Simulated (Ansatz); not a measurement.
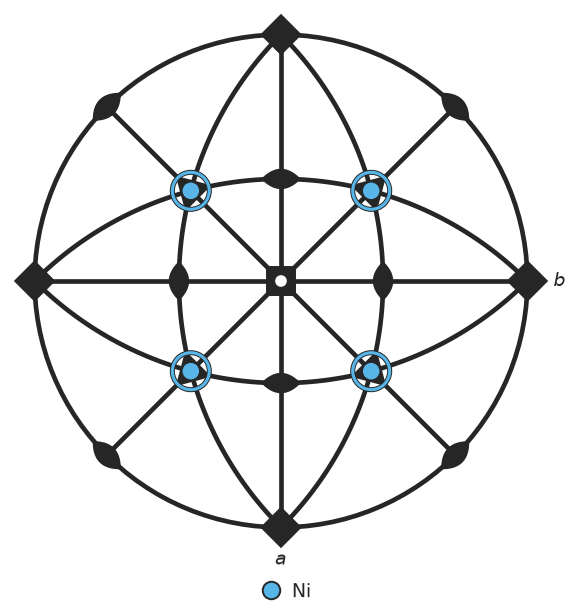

Crystal: AlNi3, the geometry relaxed with DFT LDA, scalar-relativistic, plane waves, PAW (Ansatz 0.2.0). Directions from one aluminium atom at (1/2, 0, 0) to its bonded neighbours, in stereographic projection down c (filled: above the plane of the page or in it, open: below). The drawing is computed from the coordinates (standard cell, symmetry found to 0.002 Å).

Neighbours are counted up to 2.68 Å for Ni. The symmetry elements of the site are drawn in: heavy lines are mirror planes (a heavy rim: a mirror in the plane of the page); lens, triangle, square and hexagon are 2-, 3-, 4- and 6-fold axes, a lens in an open square is −4, a triangle in an open hexagon −6; thin dashed diameters join the ends of axes that lie in the page; a small open circle marks inversion.

```cif
data_structure
_symmetry_space_group_name_H-M 'P 1'
_symmetry_Int_Tables_number 1
_cell_length_a 5.5359
_cell_length_b 5.5359
_cell_length_c 5.5359
_cell_angle_alpha 90.000
_cell_angle_beta 90.000
_cell_angle_gamma 90.000
_cell_volume 169.66
loop_
_atom_site_label
_atom_site_type_symbol
_atom_site_fract_x
_atom_site_fract_y
_atom_site_fract_z
_atom_site_occupancy
Al1 Al 0.50000 0.00000 0.00000 1
Ni1 Ni 0.25000 0.75000 0.75000 1
Ni2 Ni 0.00000 0.00000 0.00000 1
Ni3 Ni 0.25000 0.25000 0.75000 1
Al2 Al 0.50000 0.50000 0.50000 1
Ni4 Ni 0.25000 0.25000 0.25000 1
Ni5 Ni 0.00000 0.50000 0.50000 1
Ni6 Ni 0.25000 0.75000 0.25000 1
Al3 Al 0.00000 0.00000 0.50000 1
Ni7 Ni 0.75000 0.75000 0.25000 1
Ni8 Ni 0.50000 0.00000 0.50000 1
Ni9 Ni 0.75000 0.25000 0.25000 1
Al4 Al 0.00000 0.50000 0.00000 1
Ni10 Ni 0.75000 0.25000 0.75000 1
Ni11 Ni 0.50000 0.50000 0.00000 1
Ni12 Ni 0.75000 0.75000 0.75000 1
```

**How many neighbours are there, and at what angles?**

8: 8 Ni at 2.40 Å. Angles between bonds: 71° (12×), 109° (12×), 180° (4×).

**What is the site's symmetry in the crystal?**

Point group m-3m (Oh), order 48: three fourfold axes, four threefold axes, six twofold axes, nine mirror planes, an inversion centre. In No. 225, Fm-3m this is Wyckoff position 4b.
